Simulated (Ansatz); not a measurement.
```
Sn Co
1.0
     6.95861    0.00000    0.00000
     0.00000    6.95861    0.00000
     0.00000    0.00000    6.95861
Sn Co
12 4
Direct
  0.25000 0.25000 0.25000
  0.75000 0.75000 0.25000
  0.75000 0.25000 0.75000
  0.25000 0.75000 0.75000
  0.75000 0.25000 0.25000
  0.25000 0.75000 0.25000
  0.25000 0.25000 0.75000
  0.75000 0.75000 0.75000
  0.50000 0.00000 0.00000
  0.00000 0.50000 0.00000
  0.00000 0.00000 0.50000
  0.50000 0.50000 0.50000
  0.00000 0.00000 0.00000
  0.50000 0.50000 0.00000
  0.50000 0.00000 0.50000
  0.00000 0.50000 0.50000
```

Space group Fm-3m; started from the BiF3 (D0_3) prototype, which need not be the ambient phase; spin-polarised.

Computed with DFT PBEsol, scalar-relativistic, plane waves, PAW in Ansatz 0.2.0.

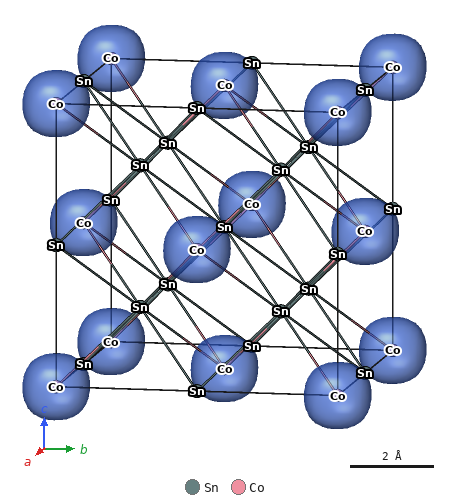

CoSn3. Isosurfaces of the magnetisation density (up minus down) at +0.06 (red) and −0.06 e/Å³ (blue), seen slightly off an axis. Sticks mark near contacts.

Core electrons are frozen (PAW), and the valence fields are smoothed inside the atomic spheres.

Which atoms carry the moments, and with what signs?

Answer. The spin density sits on Co: −1.0 μB (×4) in one cell of 16 atoms: parallel moments, as they must be, since the calculation's own cell holds one magnetic site. The cell of the calculation (4 atoms) carries 0.8 μB of net spin moment. Only one sign reaches the isovalue.
